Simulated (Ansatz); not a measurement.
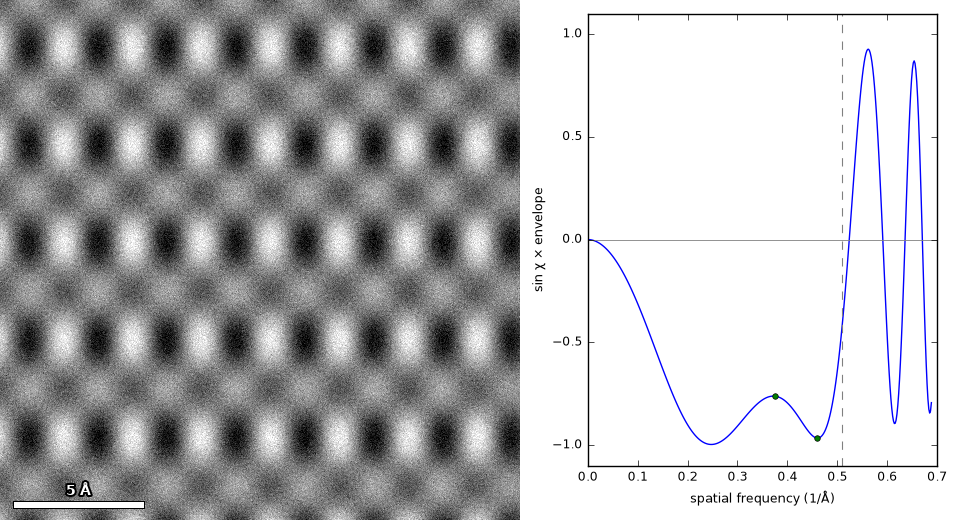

Phase-contrast TEM-like image of Nb (Pm-3n, No. 223) along [110]. Simulated in the weak-phase-object approximation with neutral-atom potentials: 300 kV, Cs = 1.00 mm, defocus −532 Å (negative is underfocus), defocus spread 20 Å, aperture 0.51 1/Å. Shot noise was added. Structure: the geometry relaxed with DFT, RPBE, plane waves (420 eV) with PAW, scalar-relativistic in Ansatz 0.2.0; the starting structure was generated, so it need not be a known form of this composition.

The plot gives the contrast transfer function, the aperture (dashed) and the crystal's spatial frequencies that carry visible contrast (dots).

What point resolution do these settings give, and which lattice spacings pass?

About 2.0 Å (0.66 |Cs|^(1/4) λ^(3/4) with λ = 0.0197 Å). The spacings that carry visible contrast are {200} at 2.66 Å, {211} at 2.18 Å. Columns 0.94 Å apart are closer than that and merge.

Do the atom columns appear dark or bright, and why?

Dark. With positive Cs and underfocus sin χ is negative over the pass band, so the strongest columns (Nb) come out darker than the background.
